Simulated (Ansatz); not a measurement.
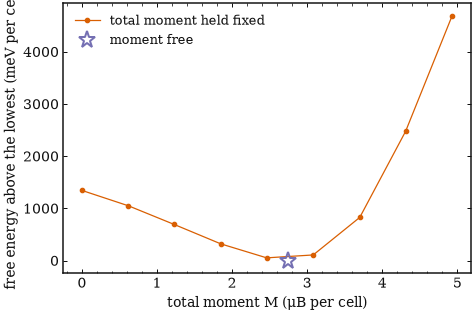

Fixed-spin-moment scan.
Fe (Im-3m, 1 atom in the cell); DFT, r2SCAN, PAW, plane waves, scalar-relativistic (Ansatz); cutoff 500 eV, 14×14×14 k-mesh, Fermi–Dirac smearing of 0.1 eV, collinear spins.

> What does the curve say about the magnetic state?

Among the held moments the energy is lowest at M = 2.5 μB. The best free run ends at M = 2.7 μB, at or below every held value. Antiparallel orders weren't tried, and these are the states found from these starts; lower ones may exist.

> How far does the point at M = 0 lie above the minimum?

About 1300 meV per cell. That run is non-magnetic, so this is the energy of forming the moments.
